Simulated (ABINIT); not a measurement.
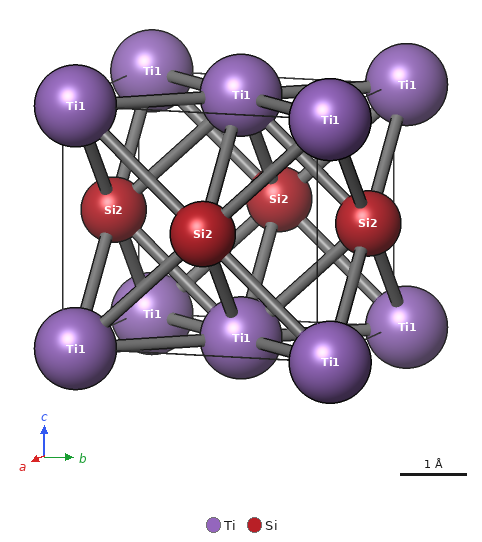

The structure as given in the input (ball-and-stick view of the cell 2 times as large as that of the calculation, set on its symmetry axes, seen slightly off an axis; atoms are numbered from 1 in the order of the input). An atom can appear more than once, as a periodic image.

Elastic calculation, with input and output: TiSi (part 1 of 3)

- system: TiSi (2 atoms in the cell)
- method: Kohn-Sham DFT of a periodic cell, LDA, PseudoDojo NC SR LDA v0.4.1 standard, no spin polarisation (ABINIT 10.8.3)

The structure derives from a Materials Project entry.

Output:
```
.Version 10.8.3 of ABINIT
 DATASET    1 : space group Am m 2 (# 38); Bravais oC (1-face-center ortho.)
================================================================================
 Values of the parameters that define the memory need for DATASET  1.
     intxc =       0    ionmov =       0      iscf =       7    lmnmax =       6
     lnmax =       6     mgfft =      45  mpssoang =       3    mqgrid =    3001
     natom =       2  nloc_mem =       1    nspden =       1   nspinor =       1
    nsppol =       1      nsym =       4    n1xccc =    2501    ntypat =       2
    occopt =       3   xclevel =       1
       mpw =        2439          nfft =       46080          nkpt =          84
================================================================================
================================================================================

 DATASET    2 : space group Am m 2 (# 38); Bravais oC (1-face-center ortho.)
================================================================================
 Values of the parameters that define the memory need for DATASET  2 (RF).
     intxc =       0      iscf =       7    lmnmax =       6     lnmax =       6
     mgfft =      45  mpssoang =       3    mqgrid =    3001     natom =       2
  nloc_mem =       1    nspden =       1   nspinor =       1    nsppol =       1
      nsym =       4    n1xccc =    2501    ntypat =       2    occopt =       3
   xclevel =       1
      nfft =       46080          nkpt =         196
================================================================================
================================================================================

--------------------------------------------------------------------------------
------------- Echo of variables that govern the present computation ------------
--------------------------------------------------------------------------------
 -outvars: echo values of preprocessed input variables --------
            acell      1.0000000000E+00  1.0000000000E+00  1.0000000000E+00 Bohr
              amu      4.78800000E+01  2.80855000E+01
          chkprim           0
      chksymtnons           0
             ecut      4.20000000E+01 Hartree
           ecutsm      5.00000000E-01 Hartree
           getwfk1          0
           getwfk2          1
                       outvar_i_n : Printing only first  50 k-points.
              ixc           7
           jdtset        1    2
                       outvar_i_n : Printing only first  50 k-points.
           kptopt1          1
           kptopt2          2
         kptrlatt        6    0    0      0    8    0      0    0    8
          kptrlen      4.12149171E+01
            natom           2
            nband1         16
            nband2         16
           nbdbuf1          4
           nbdbuf2          2
           ndtset           2
            ngfft          45      32      32
             nkpt1         84
             nkpt2        196
            nline1          6
            nline2          4
             nqpt1          0
             nqpt2          1
            nstep          80
             nsym           4
           ntypat           2
                       prtocc : prtvol=0, do not print more k-points.
                       prtocc : prtvol=0, do not print more k-points.
           occopt           3
        optdriver1          0
        optdriver2          1
           prtden           0
        prtebands           0
           prteig           0
            prtwf1          1
            prtwf2          0
           rfphon1          0
           rfphon2          1
           rfstrs1          0
           rfstrs2          3
            rprim      7.0751854820E+00  0.0000000000E+00  0.0000000000E+00
                       0.0000000000E+00  3.3949435709E+00  3.8750570844E+00
                       0.0000000000E+00 -3.3949435709E+00  3.8750570844E+00
          spgroup          38
           tolsym      1.00000000E-06
           tolvrs1     1.00000000E-15
           tolvrs2     1.00000000E-09
           tolwfr1     1.00000000E-14
           tolwfr2     0.00000000E+00
           tsmear      1.83747000E-03 Hartree
            typat      1  2
                       outvars : Printing only first  50 k-points.
           xangst      0.0000000000E+00  7.2850516998E-18  2.0811740161E-01
                       1.8720134587E+00  2.2060209596E-17  2.2587446524E+00
            xcart      0.0000000000E+00  1.3766752526E-17  3.9328489107E-01
                       3.5375927410E+00  4.1687754417E-17  4.2684087815E+00
             xred      0.0000000000E+00  5.0745690000E-02  5.0745690000E-02
                       5.0000000000E-01  5.5075431000E-01  5.5075431000E-01
            znucl       22.00000   14.00000

================================================================================

 chkinp: Checking input parameters for consistency, jdtset=   1.

 chkinp: Checking input parameters for consistency, jdtset=   2.

================================================================================
== DATASET  1 ==================================================================

--- !DatasetInfo
iteration_state: {dtset: 1, }
dimensions: {natom: 2, nkpt: 84, mband: 16, nsppol: 1, nspinor: 1, nspden: 1, mpw: 2439, }
cutoff_energies: {ecut:  42.0, pawecutdg:  -1.0, }
electrons: {nelect:   1.60000000E+01, charge:   0.00000000E+00, occopt:   3.00000000E+00, tsmear:   1.83747000E-03, }
meta: {optdriver: 0, ionmov: 0, optcell: 0, iscf: 7, paral_kgb: 0, }
...

 Exchange-correlation functional for the present dataset will be:
  LDA: Perdew-Wang 92 LSD fit to Ceperley-Alder data - ixc=7
  J.P.Perdew and Y.Wang, PRB 45, 13244 (1992)

 Real(R)+Recip(G) space primitive vectors, cartesian coordinates (Bohr,Bohr^-1):
 R(1)=  7.0751855  0.0000000  0.0000000  G(1)=  0.1413391  0.0000000  0.0000000
 R(2)=  0.0000000  3.3949436  3.8750571  G(2)=  0.0000000  0.1472779  0.1290304
 R(3)=  0.0000000 -3.3949436  3.8750571  G(3)=  0.0000000 -0.1472779  0.1290304
 Unit cell volume ucvol=  1.8615662E+02 bohr^3
 Angles (23,13,12)=  8.24433044E+01  9.00000000E+01  9.00000000E+01 degrees

 getcut: wavevector=  0.0000  0.0000  0.0000  ngfft=  45  32  32
         ecut(hartree)=     42.000   => boxcut(ratio)=   2.12914

--- Pseudopotential description ------------------------------------------------
- pspini: atom type   1  psp file is ./Ti.upf
  22.00000  12.00000  180309                  znucl, zion, pspdat
12 -1012 2 -1 1568                            pspcod,pspxc,lmax,lloc,mmax
     nproj     2     2     2

- pspini: atom type   2  psp file is ./Si.upf
  14.00000   4.00000  180309                  znucl, zion, pspdat
12 -1012 2 -1 1510                            pspcod,pspxc,lmax,lloc,mmax
     nproj     2     2     2

   3.44218747E+02                                ecore*ucvol(ha*bohr**3)
--------------------------------------------------------------------------------

================================================================================

--- !BeginCycle
iteration_state: {dtset: 1, }
solver: {iscf: 7, nstep: 80, nline: 6, wfoptalg: 0, }
tolerances: {tolwfr: 1.00E-14, tolvrs: 1.00E-15, }
...

     iter   Etot(hartree)      deltaE(h)  residm     vres2
 ETOT  1  -63.623709146475    -6.362E+01 4.197E-02 3.589E+01
 ETOT  2  -63.650348210154    -2.664E-02 2.815E-05 2.297E+01
 ETOT  3  -63.653258785675    -2.911E-03 1.609E-04 1.041E+01
 ETOT  4  -63.654805428835    -1.547E-03 2.213E-05 9.821E-03
 ETOT  5  -63.654807619448    -2.191E-06 1.988E-07 5.420E-04
 ETOT  6  -63.654807729428    -1.100E-07 6.187E-09 4.045E-06
 ETOT  7  -63.654807730292    -8.637E-10 3.786E-10 3.137E-07
 ETOT  8  -63.654807730390    -9.851E-11 2.552E-11 1.824E-09
 ETOT  9  -63.654807730391    -1.329E-12 4.678E-14 1.682E-11
 ETOT 10  -63.654807730390     1.300E-12 9.186E-15 1.102E-12
 ETOT 11  -63.654807730391    -1.243E-12 9.261E-15 1.403E-14
 ETOT 12  -63.654807730392    -4.761E-13 9.274E-15 1.042E-16

 At SCF step   12  max residual=  9.27E-15 < tolwfr=  1.00E-14 AND vres2   =  1.04E-16 < tolvrs=  1.00E-15 =>converged.

 Cartesian components of stress tensor (hartree/bohr^3)
  sigma(1 1)= -2.84776589E-05  sigma(3 2)=  0.00000000E+00
  sigma(2 2)= -2.98482211E-06  sigma(3 1)=  0.00000000E+00
  sigma(3 3)=  6.63389360E-05  sigma(2 1)=  0.00000000E+00

--- !ResultsGS
iteration_state: {dtset: 1, }
comment   : Summary of ground state results
lattice_vectors:
- [  7.0751855,   0.0000000,   0.0000000, ]
- [  0.0000000,   3.3949436,   3.8750571, ]
- [  0.0000000,  -3.3949436,   3.8750571, ]
lattice_lengths: [   7.07519,    5.15186,    5.15186, ]
lattice_angles: [ 82.443,  90.000,  90.000, ] # degrees, (23, 13, 12)
lattice_volume:   1.8615662E+02
convergence: {deltae: -4.761E-13, res2:  1.042E-16, residm:  9.274E-15, diffor: null, }
etotal    :  -6.36548077E+01
entropy   :   0.00000000E+00
fermie    :   4.02478231E-01
cartesian_stress_tensor: # hartree/bohr^3
- [ -2.84776589E-05,   0.00000000E+00,   0.00000000E+00, ]
- [  0.00000000E+00,  -2.98482211E-06,   0.00000000E+00, ]
- [  0.00000000E+00,   0.00000000E+00,   6.63389360E-05, ]
pressure_GPa:  -3.4203E-01
xred      :
- [  0.0000E+00,   5.0746E-02,   5.0746E-02, Ti]
- [  5.0000E-01,   5.5075E-01,   5.5075E-01, Si]
cartesian_forces: # hartree/bohr
- [ -0.00000000E+00,   3.87374419E-23,   8.48250972E-07, ]
- [ -0.00000000E+00,  -3.87374419E-23,  -8.48250972E-07, ]
force_length_stats: {min:   8.48250972E-07, max:   8.48250972E-07, mean:   8.48250972E-07, }
...

 Integrated electronic density in atomic spheres:
 ------------------------------------------------
 Atom  Sphere_radius  Integrated_density
    1        2.00000          9.65495578
    2        2.00000          1.79234756
================================================================================

 ----iterations are completed or convergence reached----

 Mean square residual over all n,k,spin=   17.220E-16; max=  92.741E-16
 reduced coordinates (array xred) for    2 atoms
       0.000000000000      0.050745690000      0.050745690000
       0.500000000000      0.550754310000      0.550754310000
 rms dE/dt=  2.6840E-06; max dE/dt=  3.3192E-06; dE/dt below (all hartree)
    1       0.000000000000     -0.000003254836     -0.000003254836
    2       0.000000000000      0.000003319206      0.000003319206

 cartesian coordinates (angstrom) at end:
    1      0.00000000000000     0.00000000000000     0.20811740160792
    2      1.87201345872308     0.00000000000000     2.25874465243381

 cartesian forces (hartree/bohr) at end:
    1     -0.00000000000000     0.00000000000000     0.00000084825097
    2     -0.00000000000000    -0.00000000000000    -0.00000084825097
 frms,max,avg= 4.8973793E-07 8.4825097E-07   0.000E+00  0.000E+00 -8.306E-09 h/b

 cartesian forces (eV/Angstrom) at end:
    1     -0.00000000000000     0.00000000000000     0.00004361881874
    2     -0.00000000000000    -0.00000000000000    -0.00004361881874
 frms,max,avg= 2.5183337E-05 4.3618819E-05   0.000E+00  0.000E+00 -4.271E-07 e/A
 length scales=  1.000000000000  1.000000000000  1.000000000000 bohr
              =  0.529177210544  0.529177210544  0.529177210544 angstroms
 Fermi (or HOMO) energy (hartree) =   0.40248   Average Vxc (hartree)=  -0.44651
 Eigenvalues (hartree) for nkpt=  84  k points:
 kpt#   1, nband= 16, wtk=  0.00260, kpt=  0.0000  0.0000  0.0000 (reduced coord)
  -1.65771   -0.80278   -0.78492   -0.78121   -0.04145    0.30590    0.33950    0.35298
   0.46673    0.48914    0.51671    0.60425    0.62944    0.64952    0.71646    0.88324
      occupation numbers for kpt#   1
   2.00000    2.00000    2.00000    2.00000    2.00000    2.00000    2.00000    2.00000
   0.00000    0.00000    0.00000    0.00000    0.00000    0.00000    0.00000    0.00000
 prteigrs : prtvol=0 or 1, do not print more k-points.

--- !EnergyTerms
iteration_state     : {dtset: 1, }
comment             : Components of total free energy in Hartree
kinetic             :  2.53749430727322E+01
hartree             :  1.46879009243872E+01
xc                  : -1.03183202256136E+01
Ewald energy        : -4.59090220557343E+01
psp_core            :  1.84908139515563E+00
local_psp           : -5.02340517182938E+01
non_local_psp       :  8.95006689049600E-01
internal            : -6.36544619183172E+01
'-kT*entropy'       : -3.45812074656313E-04
total_energy        : -6.36548077303918E+01
total_energy_eV     : -1.73213555956535E+03
band_energy         : -6.07599991686393E+00
...

 Cartesian components of stress tensor (hartree/bohr^3)
  sigma(1 1)= -2.84776589E-05  sigma(3 2)=  0.00000000E+00
  sigma(2 2)= -2.98482211E-06  sigma(3 1)=  0.00000000E+00
  sigma(3 3)=  6.63389360E-05  sigma(2 1)=  0.00000000E+00

-Cartesian components of stress tensor (GPa)         [Pressure= -3.4203E-01 GPa]
- sigma(1 1)= -8.37841651E-01  sigma(3 2)=  0.00000000E+00
- sigma(2 2)= -8.78164985E-02  sigma(3 1)=  0.00000000E+00
- sigma(3 3)=  1.95175888E+00  sigma(2 1)=  0.00000000E+00

================================================================================
== DATASET  2 ==================================================================

--- !DatasetInfo
iteration_state: {dtset: 2, }
dimensions: {natom: 2, nkpt: 196, mband: 16, nsppol: 1, nspinor: 1, nspden: 1, mpw: 2439, }
cutoff_energies: {ecut:  42.0, pawecutdg:  -1.0, }
electrons: {nelect:   1.60000000E+01, charge:   0.00000000E+00, occopt:   3.00000000E+00, tsmear:   1.83747000E-03, }
meta: {optdriver: 1, rfphon: 1, rfstrs: 3, }
...

 mkfilename : getwfk/=0, take file _WFK from output of DATASET   1.

 Exchange-correlation functional for the present dataset will be:
  LDA: Perdew-Wang 92 LSD fit to Ceperley-Alder data - ixc=7
  J.P.Perdew and Y.Wang, PRB 45, 13244 (1992)

 Real(R)+Recip(G) space primitive vectors, cartesian coordinates (Bohr,Bohr^-1):
 R(1)=  7.0751855  0.0000000  0.0000000  G(1)=  0.1413391  0.0000000  0.0000000
 R(2)=  0.0000000  3.3949436  3.8750571  G(2)=  0.0000000  0.1472779  0.1290304
 R(3)=  0.0000000 -3.3949436  3.8750571  G(3)=  0.0000000 -0.1472779  0.1290304
 Unit cell volume ucvol=  1.8615662E+02 bohr^3
 Angles (23,13,12)=  8.24433044E+01  9.00000000E+01  9.00000000E+01 degrees
 setup1 : take into account q-point for computing boxcut.

 getcut: wavevector=  0.0000  0.0000  0.0000  ngfft=  45  32  32
         ecut(hartree)=     42.000   => boxcut(ratio)=   2.12914
--------------------------------------------------------------------------------

 symkchk : k-point set has full space-group symmetry.

 ==>  initialize data related to q vector <==

 The list of irreducible perturbations for this q vector is:
    1)    idir= 1    ipert=   1
    2)    idir= 2    ipert=   1
    3)    idir= 1    ipert=   2
    4)    idir= 2    ipert=   2
    5)    idir= 1    ipert=   5
    6)    idir= 2    ipert=   5
    7)    idir= 3    ipert=   5
    8)    idir= 1    ipert=   6
    9)    idir= 2    ipert=   6
   10)    idir= 3    ipert=   6

================================================================================

 The perturbation idir=   3  ipert=   1 is
 symmetric of a previously calculated perturbation.
 So, its SCF calculation is not needed.

 The perturbation idir=   3  ipert=   2 is
 symmetric of a previously calculated perturbation.
 So, its SCF calculation is not needed.

--------------------------------------------------------------------------------
 Perturbation wavevector (in red.coord.)   0.000000  0.000000  0.000000
 Perturbation : displacement of atom   1   along direction   1
 Found     2 symmetries that leave the perturbation invariant.
 symkpt : the number of k-points, thanks to the symmetries,
 is reduced to   114 .

--------------------------------------------------------------------------------

--------------------------------------------------------------------------------

 dfpt_looppert : total number of electrons, from k and k+q
  fully or partially occupied states are    1.600000E+01 and    1.600000E+01.
 Initialisation of the first-order wave-functions :
  ireadwf=   0

--- !BeginCycle
iteration_state: {dtset: 2, }
solver: {iscf: 7, nstep: 80, nline: 4, wfoptalg: 0, }
tolerances: {tolvrs: 1.00E-09, }
...

     iter   2DEtotal(Ha)        deltaE(Ha) residm    vres2
-ETOT  1   10.679252770345     -5.052E+03 4.740E+01 2.277E+04
 ETOT  2   4.7744632793750     -5.905E+00 2.676E-01 6.953E+02
 ETOT  3   4.6199140606816     -1.545E-01 1.000E-02 2.164E+01
 ETOT  4   4.6103748667659     -9.539E-03 8.959E-04 1.230E-01
 ETOT  5   4.6103007384548     -7.413E-05 5.771E-05 1.524E-03
 ETOT  6   4.6102995136073     -1.225E-06 7.124E-06 6.045E-05
 ETOT  7   4.6102995143786      7.713E-10 4.573E-07 7.894E-05
 ETOT  8   4.6102994892456     -2.513E-08 5.785E-08 5.762E-08
 ETOT  9   4.6102994892611      1.546E-11 5.014E-09 4.153E-10

 At SCF step    9       vres2   =  4.15E-10 < tolvrs=  1.00E-09 =>converged.
================================================================================

 ----iterations are completed or convergence reached----

 Mean square residual over all n,k,spin=   12.467E-12; max=  50.140E-10

 2DEtotal=    0.4610299489E+01 Ha. Also 2DEtotal=    0.125452640112E+03 eV
    (2DErelax=   -5.0580386746E+03 Ha. 2DEnonrelax=    5.0626489740E+03 Ha)
    (  non-var. 2DEtotal :    4.6102953563E+00 Ha)

--------------------------------------------------------------------------------
 Perturbation wavevector (in red.coord.)   0.000000  0.000000  0.000000
 Perturbation : displacement of atom   1   along direction   2
 Found     2 symmetries that leave the perturbation invariant.
 symkpt : the number of k-points, thanks to the symmetries,
 is reduced to   136 .
```
